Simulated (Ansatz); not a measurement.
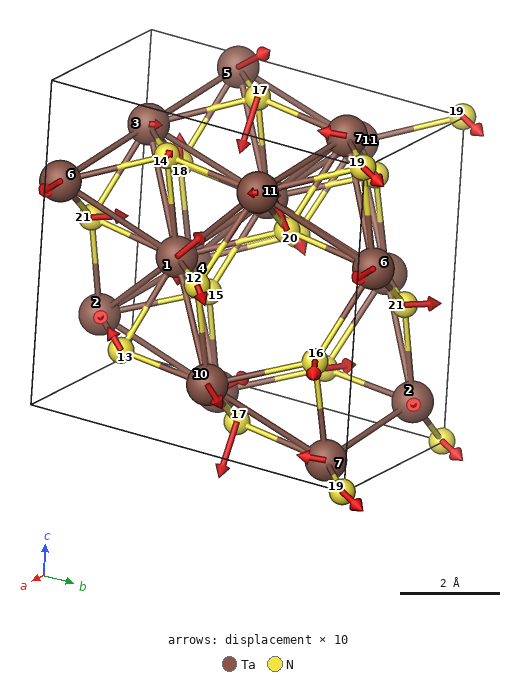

A relaxation of crystalline Ta₁₁N₁₂ (a generated structure, set up in P1) (coarse preliminary run). The starting structure is drawn; red arrows show the displacements (the part carried along by the change of the cell is left out), 10 times their true length.

A ball-and-stick model of the cell of the calculation, seen slightly off an axis.

Case: 1 of 12 Ta atoms taken out at random.

Method: DFT PBE, scalar-relativistic, plane waves, PAW (Ansatz 0.2.0). Set-up: plane-wave cutoff 420 eV; k-point mesh 2 × 2 × 2; occupations gaussian; smearing width 0.1 eV; mesh shifted by (0.5, 0.5, 0.5); no spin polarisation; cell and atoms relaxed; force threshold 0.04 eV/Å; at most 50 steps.

What did the optimiser do to the structure, and how much energy did it gain?

Over 3 accepted moves (4 points after the start) the energy falls by 61.2 meV per atom. The largest force component goes from 2.9 to 0.02 eV/Å. The pressure goes from −6.09 to −0.05 GPa. The SCF was repeated once at an unchanged geometry on a basis and grid sized afresh for the cell, which shifted the energy by 0.5 meV per atom at most. The atom that moves furthest relative to the cell is an N atom (0.12 Å roughly along [0 −1 −3]). By element the largest moves are N 0.12 Å, Ta 0.12 Å. The drawn cell changes as follows: a 6.574 → 6.554 Å (−0.3 %), b 6.574 → 6.553 Å (−0.3 %), c 6.574 → 6.552 Å (−0.3 %), α 102.0° → 102.5°, β 102.0° → 102.5°, γ 102.0° → 102.5°; the volume changes by −1.6 %. Among the contacts that change: Ta–Ta 2.893 → 3.054 Å, Ta–Ta 2.996 → 2.859 Å, Ta–Ta 2.975 → 2.860 Å, N–Ta 2.268 → 2.164 Å. Among the angles between lasting bonds that change: Ta–N–Ta 79.8° → 84.8°, Ta–N–Ta 83.6° → 78.7°, Ta–N–Ta 135.6° → 131.2°. The space group (tolerance 0.01 Å) goes from P1 (No. 1) to R32 (No. 155).

Limits of the set-up: the k-point mesh is coarse for a cell with partly filled bands.
